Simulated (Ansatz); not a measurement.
**Run report: Pb$_{26}$S$_{27}$ (charge −2), field-gradient calculation (part 2 of 2)**

Continued. System: Pb$_{26}$S$_{27}$ (defect cell, 53 atoms in the cell, total charge −2). Method: DFT, PBE, plane waves, PAW, no spin polarisation (Ansatz 0.2.0); cutoff 420 eV, 2×2×2 k-mesh, Fermi–Dirac smearing of 0.3 eV. The structure derives from an entry of the Crystallography Open Database. The settings are looser than a standard set-up, so the numbers are not reference values.

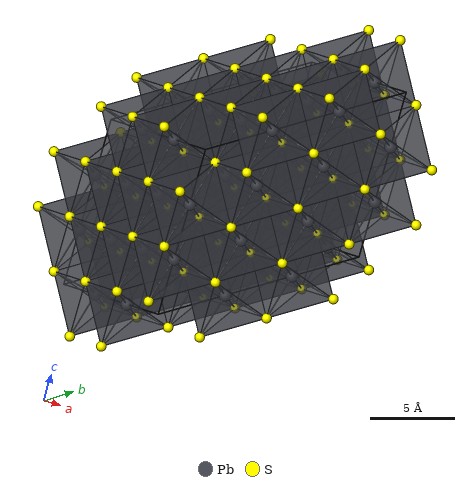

*The structure as given in the input (polyhedral view of the cell of the calculation, seen slightly off an axis; polyhedra are completed across the faces of the cell). An atom can appear more than once, as a periodic image.*

Output, continued:
```
  k-point 0: bands = ["-8.9292", "-8.9292", "-8.9292", "-8.9284", "-8.9284", "-8.9284", "-8.9038", "-8.9038", "-8.8972", "-8.8972", ... 144 levels left out ..., "-3.6640", "-3.6276", "-3.6276", "-0.2373", "-0.2373", "-0.2373", "-0.1888", "-0.1888", "-0.1888", "-0.1559", "-0.1206", "-0.1206", "-0.1206", "-0.1183", "-0.1183", "-0.0891", "-0.0278", "-0.0278", "-0.0278", "0.0101", "0.0101", "0.0101", "0.4662", "0.6494", "0.6494", "0.6494", "0.7057", "0.7057", "1.9751",
      "3.4938", "3.4938", "3.5055", "3.5889", "3.5889", "3.5889", "3.6154", "3.6154", "3.6154", "3.8537", "3.8537", "3.8537", "4.5992", "4.8040", "4.8040", "4.8766", "4.8766", "4.8766", "4.8888", "4.8888", "4.8888", "4.8932", "4.8932", "4.8932", "4.9762", "4.9762", "4.9762", "5.1454", "5.1454", "5.1454", "5.4329", "5.4616", "5.4616", "5.4616", "5.5426", "5.5426", "5.5426", "5.5448", "5.5448", "5.6102",
      "5.6102", "5.6102", "5.6667", "5.9307", "5.9307", "5.9307", "6.0692", "6.0692", "6.0692", "6.0730", "6.0730", "6.0907", "6.0907", "6.0907", "6.1099", "6.1099", "6.1934", "6.1934", "6.1934", "6.2163", "6.2163", "6.2163", "6.2335", "6.2335", "6.2335", "6.3085", "6.3085", "6.3085", "6.6036", "6.6036", "6.6440", "6.6440", "6.6440", "7.0590", "7.2772", "7.3938", "7.3938", "7.3938", "7.5441", "7.5441",
      "7.5441", "9.3447", "9.5095", "9.5099", "9.5099", "9.5099", "9.6744", "9.6744", "9.6744", "10.5560", "10.5560", "10.5560", "10.5660", "10.5716", "10.5716", "10.6023", "10.6023", "10.6023", "10.6232", "10.6232", "10.6232", "10.6702", "10.6702", "10.7237", "10.7237", "10.7237", "10.7387", "10.7387", "10.7387", "10.7946", "10.7946", "10.7946", "10.8106", "10.8106", "11.0873", "11.0873", "11.0873", "11.4531", "11.4531", "11.4531",
      "11.4920", "11.4920", "11.4920", "11.5180", "11.5462", "11.5462", "11.7409", "11.7409", "11.7409", "11.8182", "11.8693", "11.8693", "12.2417", "12.2417", "12.2912", "12.4663", "12.4663", "12.4663", "12.4723", "12.4723", "12.4723", "12.7291", "12.7291", "12.7821", "12.8307", "12.8307", "12.8307", "12.8516", "12.8516", "12.8516", "13.0312", "13.0312", "13.0312", "13.2468", "13.2468", "13.2468", "13.2646", "13.2646", "13.2646", "13.2727",
      "13.2727", "13.2727", "13.3328", "13.3328", "13.3328", "14.8239", "14.8239", "14.8239", "14.8908", "15.1791", "15.1791"]
  k-point 1: bands = ["-8.9378", "-8.9378", "-8.9346", "-8.9334", "-8.9334", "-8.9283", "-8.8962", "-8.8873", "-8.8873", "-8.8822", ... 144 levels left out ..., "-3.6848", "-3.6247", "-3.6247", "-0.7616", "-0.3484", "-0.3484", "-0.3335", "-0.2895", "-0.2545", "-0.2545", "-0.1805", "-0.1805", "-0.1509", "-0.1509", "-0.1310", "0.0531", "0.2569", "0.2920", "0.2920", "0.3649", "0.3649", "0.3996", "0.4055", "0.4391", "0.4391", "0.4716", "0.4716", "1.2125", "1.3150",
      "3.5173", "3.5888", "3.5888", "3.6402", "3.6402", "3.6750", "4.1095", "4.1095", "4.1175", "4.1175", "4.1231", "4.2658", "4.3107", "4.3568", "4.3834", "4.3834", "4.4382", "4.4382", "4.8000", "4.8000", "4.8096", "4.8324", "4.8331", "4.8331", "4.8711", "4.9389", "4.9389", "5.0082", "5.0774", "5.0774", "5.1508", "5.1855", "5.1855", "5.2811", "5.2811", "5.3104", "5.4410", "5.4530", "5.4759", "5.4759",
      "5.4793", "5.4863", "5.4863", "5.5866", "5.5866", "5.7572", "5.7782", "5.7782", "5.9570", "5.9570", "6.1456", "6.1691", "6.1703", "6.1703", "6.1919", "6.1919", "6.3022", "6.4543", "6.4543", "6.4793", "6.4793", "6.5193", "6.5863", "6.6921", "6.6921", "6.7155", "6.7155", "6.8484", "6.8708", "7.0774", "7.0774", "7.0912", "7.1941", "7.1941", "7.2030", "7.3685", "7.3685", "7.4893", "7.5061", "7.5061",
      "8.0406", "8.5006", "9.2454", "9.2511", "9.2511", "9.3657", "9.3657", "9.5279", "9.9122", "9.9251", "9.9251", "9.9509", "9.9509", "9.9822", "10.0544", "10.0544", "10.1084", "10.1084", "10.1693", "10.2338", "10.2338", "10.3451", "10.3676", "10.3676", "10.4130", "10.4319", "11.1503", "11.1503", "11.4047", "11.4980", "11.6875", "11.7316", "11.7345", "11.7345", "11.7793", "11.7793", "11.8274", "11.8599", "11.8599", "11.9007",
      "11.9007", "11.9029", "11.9447", "11.9447", "11.9542", "11.9646", "11.9646", "12.0618", "12.0618", "12.0660", "12.0907", "12.0907", "12.1117", "12.1340", "12.1552", "12.1552", "12.2230", "12.2230", "12.2670", "12.2765", "12.2765", "12.3842", "12.3842", "12.4971", "12.5501", "12.5633", "12.5633", "12.6369", "12.6369", "12.7477", "12.7604", "12.7604", "12.7727", "12.8079", "12.8572", "12.8572", "12.9055", "12.9174", "12.9174", "13.6423",
      "13.6618", "13.6618", "13.7433", "13.7841", "13.7841", "13.9221", "13.9251", "13.9251", "13.9529", "14.1075", "14.1075"]
  k-point 2: bands = ["-8.9571", "-8.9421", "-8.9421", "-8.9189", "-8.9189", "-8.9105", "-8.9034", "-8.8976", "-8.8866", "-8.8809", ... 144 levels left out ..., "-3.6891", "-3.6151", "-3.5600", "-0.5630", "-0.4695", "-0.4695", "-0.4617", "-0.4352", "-0.4301", "-0.4301", "-0.2351", "0.0192", "0.0192", "0.0592", "0.0592", "0.0632", "0.0859", "0.1223", "0.2009", "0.2788", "0.2788", "0.3241", "0.5211", "0.5362", "0.6228", "0.6228", "0.8622", "1.2290", "1.2707",
      "2.9090", "3.1820", "3.1988", "3.3662", "3.3662", "4.0555", "4.0555", "4.1548", "4.2857", "4.3267", "4.3343", "4.4228", "4.4354", "4.4354", "4.4457", "4.6007", "4.6007", "4.7077", "4.7077", "4.8354", "4.8910", "4.9307", "4.9428", "4.9428", "4.9854", "5.0293", "5.0463", "5.0574", "5.0574", "5.0613", "5.0800", "5.0800", "5.2763", "5.2763", "5.2776", "5.2776", "5.2828", "5.3475", "5.5132", "5.5132",
      "5.6286", "5.6484", "5.6484", "5.6509", "5.7330", "5.7533", "5.7533", "5.7917", "5.8375", "5.8667", "6.0001", "6.0001", "6.2130", "6.3149", "6.3149", "6.3300", "6.3912", "6.4647", "6.4647", "6.5549", "6.5559", "6.5559", "6.5607", "6.5607", "6.5765", "6.5964", "6.6749", "6.6754", "6.7146", "6.7248", "6.7248", "6.7773", "6.9541", "6.9727", "6.9905", "6.9905", "7.2410", "7.3258", "7.3653", "7.4606",
      "7.4606", "9.8119", "9.8119", "9.8155", "9.8230", "9.8308", "9.8308", "9.8583", "9.8671", "9.8988", "9.9187", "10.1271", "10.1271", "10.3561", "10.3818", "10.4175", "10.4175", "10.4263", "10.4678", "10.4678", "10.4760", "10.5671", "10.7405", "10.7948", "10.7948", "10.8254", "10.9424", "10.9549", "10.9549", "10.9978", "10.9989", "11.0401", "11.1279", "11.1819", "11.1845", "11.1845", "11.2511", "11.4732", "11.5073", "11.5111",
      "11.5122", "11.5122", "11.5685", "11.5685", "11.6511", "11.6511", "11.6688", "11.7452", "11.7548", "11.7846", "11.7846", "11.9012", "11.9703", "12.1771", "12.1906", "12.2123", "12.2123", "12.2210", "12.2457", "12.2466", "12.2466", "12.2466", "12.2786", "12.2941", "12.2941", "12.3080", "12.3309", "12.5476", "12.5476", "12.6540", "12.6540", "12.9011", "12.9011", "13.1469", "13.1505", "13.1505", "13.1554", "13.4682", "13.5012", "13.6011",
      "13.6011", "13.6103", "14.2399", "14.5513", "14.5513", "14.7864", "14.8187", "14.8254", "14.8280", "14.8782", "14.8782"]
--- Löwdin populations: 53 sites ---
  site symbol       q [e]
     0     Pb     13.5112
     1     Pb     13.5112
     2     Pb     13.5112
     3     Pb     13.5237
     4     Pb     13.5112
     5     Pb     13.5112
     6     Pb     13.5112
     7     Pb     13.5237
     8     Pb     13.5112
     9     Pb     13.5237
    10     Pb     13.5112
    11     Pb     13.5237
    12     Pb     13.5237
    13     Pb     13.5335
    14     Pb     13.5112
    15     Pb     13.5335
    16     Pb     13.5335
    17     Pb     13.5112
    18     Pb     13.5112
    19     Pb     13.5237
    20     Pb     13.5112
    21     Pb     13.5335
    22     Pb     13.5335
    23     Pb     13.5237
    24     Pb     13.5335
    25     Pb     13.5237
    26      S      6.4684
    27      S      6.4684
    28      S      6.4864
    29      S      6.4684
    30      S      6.4723
    31      S      6.4723
    32      S      6.4864
    33      S      6.4723
    34      S      6.4864
    35      S      6.4684
    36      S      6.4723
    37      S      6.4723
    38      S      6.4723
    39      S      6.4854
    40      S      6.4723
    41      S      6.4723
    42      S      6.4723
    43      S      6.4684
    44      S      6.4864
    45      S      6.4723
    46      S      6.4864
    47      S      6.4723
    48      S      6.4723
    49      S      6.4684
    50      S      6.4864
    51      S      6.4684
    52      S      6.4684
  spilling = 0.003136 (of n_electrons = 528.000000)
```

File populations.tsv:
```
# site	symbol	l	j	q
# orbitals = lowdin
# n_electrons = 528.000000
# spilling = 0.003136
0	Pb	0_6S	-	1.935087
0	Pb	1_6P	-	1.579207
0	Pb	2_5D	-	9.996891
1	Pb	0_6S	-	1.935087
1	Pb	1_6P	-	1.579207
1	Pb	2_5D	-	9.996891
2	Pb	0_6S	-	1.935087
2	Pb	1_6P	-	1.579207
2	Pb	2_5D	-	9.996891
3	Pb	0_6S	-	1.938031
3	Pb	1_6P	-	1.588725
3	Pb	2_5D	-	9.996946
4	Pb	0_6S	-	1.935087
4	Pb	1_6P	-	1.579207
4	Pb	2_5D	-	9.996891
5	Pb	0_6S	-	1.935087
5	Pb	1_6P	-	1.579207
5	Pb	2_5D	-	9.996891
6	Pb	0_6S	-	1.935087
6	Pb	1_6P	-	1.579207
6	Pb	2_5D	-	9.996891
7	Pb	0_6S	-	1.938031
7	Pb	1_6P	-	1.588725
7	Pb	2_5D	-	9.996946
8	Pb	0_6S	-	1.935087
8	Pb	1_6P	-	1.579207
8	Pb	2_5D	-	9.996891
9	Pb	0_6S	-	1.938031
9	Pb	1_6P	-	1.588725
9	Pb	2_5D	-	9.996946
10	Pb	0_6S	-	1.935087
10	Pb	1_6P	-	1.579207
10	Pb	2_5D	-	9.996891
11	Pb	0_6S	-	1.938031
11	Pb	1_6P	-	1.588725
11	Pb	2_5D	-	9.996946
12	Pb	0_6S	-	1.938031
12	Pb	1_6P	-	1.588725
12	Pb	2_5D	-	9.996946
13	Pb	0_6S	-	1.941815
13	Pb	1_6P	-	1.594502
13	Pb	2_5D	-	9.997183
14	Pb	0_6S	-	1.935087
14	Pb	1_6P	-	1.579207
14	Pb	2_5D	-	9.996891
15	Pb	0_6S	-	1.941815
15	Pb	1_6P	-	1.594502
15	Pb	2_5D	-	9.997183
16	Pb	0_6S	-	1.941815
16	Pb	1_6P	-	1.594502
16	Pb	2_5D	-	9.997183
17	Pb	0_6S	-	1.935087
17	Pb	1_6P	-	1.579207
17	Pb	2_5D	-	9.996891
18	Pb	0_6S	-	1.935087
18	Pb	1_6P	-	1.579207
18	Pb	2_5D	-	9.996891
19	Pb	0_6S	-	1.938031
19	Pb	1_6P	-	1.588725
19	Pb	2_5D	-	9.996946
20	Pb	0_6S	-	1.935087
20	Pb	1_6P	-	1.579207
20	Pb	2_5D	-	9.996891
21	Pb	0_6S	-	1.941815
21	Pb	1_6P	-	1.594502
21	Pb	2_5D	-	9.997183
22	Pb	0_6S	-	1.941815
22	Pb	1_6P	-	1.594502
22	Pb	2_5D	-	9.997183
23	Pb	0_6S	-	1.938031
23	Pb	1_6P	-	1.588725
23	Pb	2_5D	-	9.996946
24	Pb	0_6S	-	1.941815
24	Pb	1_6P	-	1.594502
24	Pb	2_5D	-	9.997183
25	Pb	0_6S	-	1.938031
25	Pb	1_6P	-	1.588725
25	Pb	2_5D	-	9.996946
26	S	0_3S	-	1.793120
26	S	1_3P	-	4.675316
27	S	0_3S	-	1.793120
27	S	1_3P	-	4.675316
28	S	0_3S	-	1.810677
28	S	1_3P	-	4.675731
29	S	0_3S	-	1.793120
29	S	1_3P	-	4.675316
30	S	0_3S	-	1.793694
30	S	1_3P	-	4.678643
31	S	0_3S	-	1.793694
31	S	1_3P	-	4.678643
32	S	0_3S	-	1.810677
32	S	1_3P	-	4.675731
33	S	0_3S	-	1.793694
33	S	1_3P	-	4.678643
34	S	0_3S	-	1.810677
34	S	1_3P	-	4.675731
35	S	0_3S	-	1.793120
35	S	1_3P	-	4.675316
36	S	0_3S	-	1.793694
36	S	1_3P	-	4.678643
37	S	0_3S	-	1.793694
37	S	1_3P	-	4.678643
38	S	0_3S	-	1.793694
38	S	1_3P	-	4.678643
39	S	0_3S	-	1.798489
39	S	1_3P	-	4.686936
40	S	0_3S	-	1.793694
40	S	1_3P	-	4.678643
41	S	0_3S	-	1.793694
41	S	1_3P	-	4.678643
42	S	0_3S	-	1.793694
42	S	1_3P	-	4.678643
43	S	0_3S	-	1.793120
43	S	1_3P	-	4.675316
44	S	0_3S	-	1.810677
44	S	1_3P	-	4.675731
45	S	0_3S	-	1.793694
45	S	1_3P	-	4.678643
46	S	0_3S	-	1.810677
46	S	1_3P	-	4.675731
47	S	0_3S	-	1.793694
47	S	1_3P	-	4.678643
48	S	0_3S	-	1.793694
48	S	1_3P	-	4.678643
49	S	0_3S	-	1.793120
49	S	1_3P	-	4.675316
50	S	0_3S	-	1.810677
50	S	1_3P	-	4.675731
51	S	0_3S	-	1.793120
51	S	1_3P	-	4.675316
52	S	0_3S	-	1.793120
52	S	1_3P	-	4.675316
```

The run was set up as follows.

Input file:
```yaml
crystal:
  lattice:
    - [0.0, 8.89725, 8.89725]
    - [8.89725, 0.0, 8.89725]
    - [8.89725, 8.89725, 0.0]
  atoms:
    - { symbol: Pb, position: [0.0, 0.0, 0.3333333333] }
    - { symbol: Pb, position: [0.0, 0.0, 0.6666666667] }
    - { symbol: Pb, position: [0.0, 0.3333333333, 0.0] }
    - { symbol: Pb, position: [0.0, 0.3333333333, 0.3333333333] }
    - { symbol: Pb, position: [0.0, 0.3333333333, 0.6666666667] }
    - { symbol: Pb, position: [0.0, 0.6666666667, 0.0] }
    - { symbol: Pb, position: [0.0, 0.6666666667, 0.3333333333] }
    - { symbol: Pb, position: [0.0, 0.6666666667, 0.6666666667] }
    - { symbol: Pb, position: [0.3333333333, 0.0, 0.0] }
    - { symbol: Pb, position: [0.3333333333, 0.0, 0.3333333333] }
    - { symbol: Pb, position: [0.3333333333, 0.0, 0.6666666667] }
    - { symbol: Pb, position: [0.3333333333, 0.3333333333, 0.0] }
    - { symbol: Pb, position: [0.3333333333, 0.3333333333, 0.3333333333] }
    - { symbol: Pb, position: [0.3333333333, 0.3333333333, 0.6666666667] }
    - { symbol: Pb, position: [0.3333333333, 0.6666666667, 0.0] }
    - { symbol: Pb, position: [0.3333333333, 0.6666666667, 0.3333333333] }
    - { symbol: Pb, position: [0.3333333333, 0.6666666667, 0.6666666667] }
    - { symbol: Pb, position: [0.6666666667, 0.0, 0.0] }
    - { symbol: Pb, position: [0.6666666667, 0.0, 0.3333333333] }
    - { symbol: Pb, position: [0.6666666667, 0.0, 0.6666666667] }
    - { symbol: Pb, position: [0.6666666667, 0.3333333333, 0.0] }
    - { symbol: Pb, position: [0.6666666667, 0.3333333333, 0.3333333333] }
    - { symbol: Pb, position: [0.6666666667, 0.3333333333, 0.6666666667] }
    - { symbol: Pb, position: [0.6666666667, 0.6666666667, 0.0] }
    - { symbol: Pb, position: [0.6666666667, 0.6666666667, 0.3333333333] }
    - { symbol: Pb, position: [0.6666666667, 0.6666666667, 0.6666666667] }
    - { symbol: S, position: [0.1666666667, 0.1666666667, 0.1666666667] }
    - { symbol: S, position: [0.1666666667, 0.1666666667, 0.5] }
    - { symbol: S, position: [0.1666666667, 0.1666666667, 0.8333333333] }
    - { symbol: S, position: [0.1666666667, 0.5, 0.1666666667] }
    - { symbol: S, position: [0.1666666667, 0.5, 0.5] }
    - { symbol: S, position: [0.1666666667, 0.5, 0.8333333333] }
    - { symbol: S, position: [0.1666666667, 0.8333333333, 0.1666666667] }
    - { symbol: S, position: [0.1666666667, 0.8333333333, 0.5] }
    - { symbol: S, position: [0.1666666667, 0.8333333333, 0.8333333333] }
    - { symbol: S, position: [0.5, 0.1666666667, 0.1666666667] }
    - { symbol: S, position: [0.5, 0.1666666667, 0.5] }
    - { symbol: S, position: [0.5, 0.1666666667, 0.8333333333] }
    - { symbol: S, position: [0.5, 0.5, 0.1666666667] }
    - { symbol: S, position: [0.5, 0.5, 0.5] }
    - { symbol: S, position: [0.5, 0.5, 0.8333333333] }
    - { symbol: S, position: [0.5, 0.8333333333, 0.1666666667] }
    - { symbol: S, position: [0.5, 0.8333333333, 0.5] }
    - { symbol: S, position: [0.5, 0.8333333333, 0.8333333333] }
    - { symbol: S, position: [0.8333333333, 0.1666666667, 0.1666666667] }
    - { symbol: S, position: [0.8333333333, 0.1666666667, 0.5] }
    - { symbol: S, position: [0.8333333333, 0.1666666667, 0.8333333333] }
    - { symbol: S, position: [0.8333333333, 0.5, 0.1666666667] }
    - { symbol: S, position: [0.8333333333, 0.5, 0.5] }
    - { symbol: S, position: [0.8333333333, 0.5, 0.8333333333] }
    - { symbol: S, position: [0.8333333333, 0.8333333333, 0.1666666667] }
    - { symbol: S, position: [0.8333333333, 0.8333333333, 0.5] }
    - { symbol: S, position: [0.8333333333, 0.8333333333, 0.8333333333] }
total_charge: -2
kpoints:
  mp_grid: { grid: [2, 2, 2] }
scf:
  occupations: { method: fermi_dirac, width: 0.3 }
hamiltonian:
  xc: pbe
  pseudopotentials: { kind: paw }
output:
  forces: true
  stress: true
  populations: true
  efg: { quadrupole_moments_barn: { S: -0.0694 }, contact_densities: true }
```

Launch command:
```bash
ansatz run input.yaml --threads 4 --pin off --max-ram 8192MiB --backend cpu --events-out ev --progress --plain --runs-dir out
```

Summary:

```tsv
quantity	value
outcome	converged
electrons treated	528
free energy	−333934.4849 eV
Fermi energy	8.392 eV
pressure	1.48 GPa
field gradient V_zz (10²¹ V/m²)	Pb 3.57, Pb 3.57, Pb 3.57, Pb −0.0008, Pb 3.57, Pb 3.57, Pb 3.57, Pb −0.0008 (the first 8 of 53 sites)
largest force (length of the vector)	0.463 eV/Å
hardware	4 threads of Arm Neoverse V2, 24 GiB of memory available, shared host
wall time	58 s (CPU time 3.7 min)
peak memory	6.5 GiB
```

Remarks:

Settings chosen away from the usual ones: scf.occupations.width = null, scf.occupations.method = "tetrahedron_uncorrected", scf.occupations.method = "fermi_dirac", scf.occupations.width = 0.3. These settings are looser than, or depart from, a standard set-up, so the numbers are not reference values for this system. Warnings of the run: the field gradients leave out spin–orbit coupling. The cell is charged and computed with a neutralising background, so its energy and pressure depend on the cell and aren't those of a real crystal. Spin–orbit coupling is left out, which matters for Pb.
